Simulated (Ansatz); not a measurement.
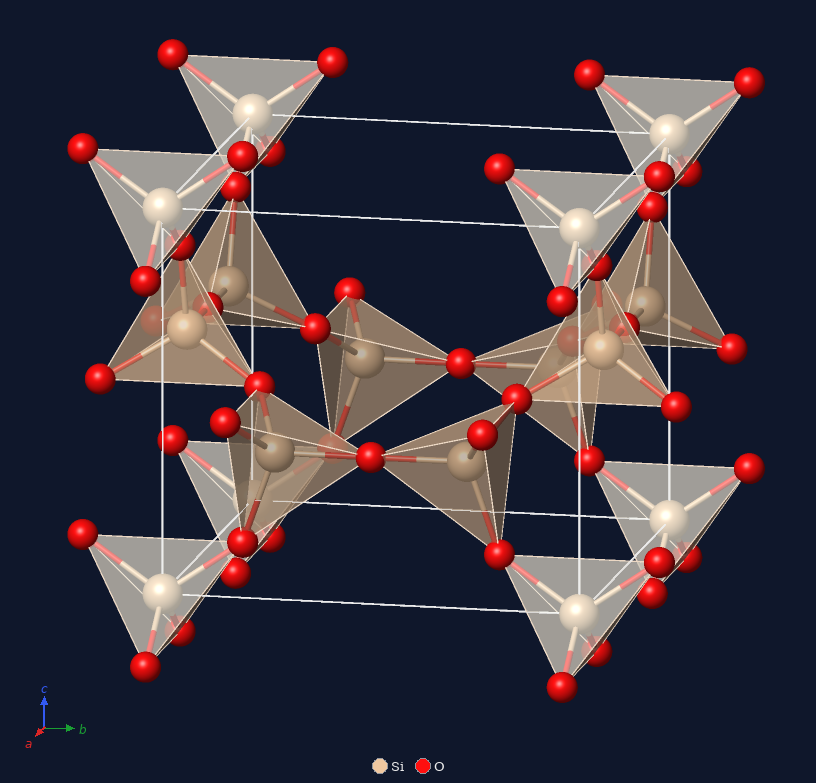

Polyhedral drawing of the structure, looking slightly off an axis. The parallelepiped is the conventional unit cell. A few atoms beyond the faces are included.

SiO2, space group P-4m2 (No. 115), a = 6.911 Å, b = 6.911 Å, c = 6.420 Å, α = 90.00°, β = 90.00°, γ = 90.00°. The structure was taken from a structure listed in the Materials Project. Earlier steps of the study, as a rule a relaxation of our own, may have changed the cell and positions, so they can lie some per cent off the listed ones. It was run through Ansatz as a DFT input.

This one geometry was computed with Ansatz (DFT, plane waves, PAW) at four levels of theory: PBE0, PBE, r2SCAN and HSE06. It was relaxed beforehand with r2SCAN.

Which level gives the highest pressure at this volume, and what does that say about its equilibrium volume?

Highest: PBE (3.0 GPa), which points to the largest equilibrium volume. Lowest, with the smallest volume: PBE0 (-0.2 GPa), r2SCAN (0.0 GPa) and HSE06 (-0.2 GPa). Levels within 0.5 GPa of each other can't be told apart.

How does the band gap change with the level of theory?

PBE: a gap of 5.62 eV, indirect; r2SCAN: a gap of 6.42 eV, indirect; HSE06: a gap of 7.33 eV, indirect; PBE0: a gap of 8.09 eV, indirect.

Collect the results in a table.

| level | cutoff (eV) | k-mesh of the run's cell | gap (eV) | pressure (GPa) |
| --- | --- | --- | --- | --- |
| PBE0 | 420 | 2×2×2 | 8.09 | -0.2 |
| PBE | 420 | 4×4×4 | 5.62 | 3.0 |
| r2SCAN | 500 | 4×4×4 | 6.42 | 0.0 |
| HSE06 | 420 | 2×2×2 | 7.33 | -0.2 |

Gaps are taken on the k-mesh or band path of each run.
